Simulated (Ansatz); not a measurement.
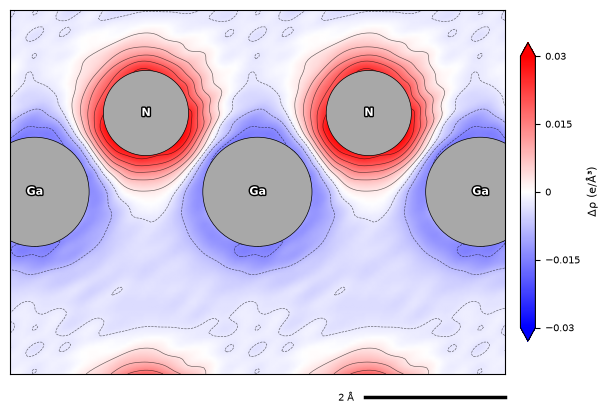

GaN. Difference of the valence pseudo-densities of two functionals at the same geometry, on the (11̄0) plane of the calculation cell: r2SCAN less PBEsol.

Both computed with Ansatz (plane waves, PAW), on the same k-point mesh. Grey discs cover the atomic cores.

```xyz
2
Lattice="0.0000 2.2491 2.2491 2.2491 0.0000 2.2491 2.2491 2.2491 0.0000" Properties=species:S:1:pos:R:3 pbc="T T T"
Ga    0.0000    0.0000    0.0000
N     1.1246    1.1246    1.1246
```

### What does the difference map show?

Against PBEsol, r2SCAN gives less density around Ga (−0.010 e/Å³ on average at 1.0 Å from the nucleus), more density around N (+0.018 e/Å³ on average at 0.8 Å from the nucleus) and less density in the space between the atoms (−0.002 e/Å³ on average).
